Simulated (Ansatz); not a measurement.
Structure (in its standard cell), the input geometry of an electronic-structure calculation (not necessarily at equilibrium); the starting structure was generated, so it need not be a known form of this composition:

```cif
data_structure
_symmetry_space_group_name_H-M 'Fd-3m:1'
_symmetry_Int_Tables_number 227
_cell_length_a 6.0851
_cell_length_b 6.0851
_cell_length_c 6.0851
_cell_angle_alpha 90.000
_cell_angle_beta 90.000
_cell_angle_gamma 90.000
_cell_volume 225.32
loop_
_atom_site_label
_atom_site_type_symbol
_atom_site_symmetry_multiplicity
_atom_site_Wyckoff_symbol
_atom_site_fract_x
_atom_site_fract_y
_atom_site_fract_z
_atom_site_occupancy
Al1 Al 8 b 0.25000 0.25000 0.75000 1
```

What does the kinematic electron diffraction pattern along [111] look like at 300 kV (B = 0.3 Å²)?

Answer. The spots form a hexagonal net with both shortest vectors at d = 2.15 Å, 60.0° apart. They are -2 2 0 and -2 0 2. The pattern has symmetry 6mm. The lattice centring (F) removes all reflections that break h + k = 2n, h + l = 2n.

Strongest reflections with d > 0.80 Å, one of each family (|F|² from tabulated Gaussian fits of the electron scattering factors, times a small damping for the curvature of the Ewald sphere):

```tsv
hkl	d (Å)	I (strongest = 100)
2 0 -2	2.151	100
4 -2 -2	1.242	22
4 0 -4	1.076	15
6 -2 -4	0.813	6
```

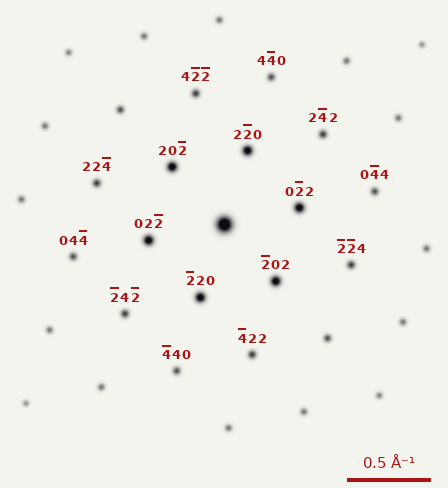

Calculated pattern, seen from the source side with [111] pointing towards the source.
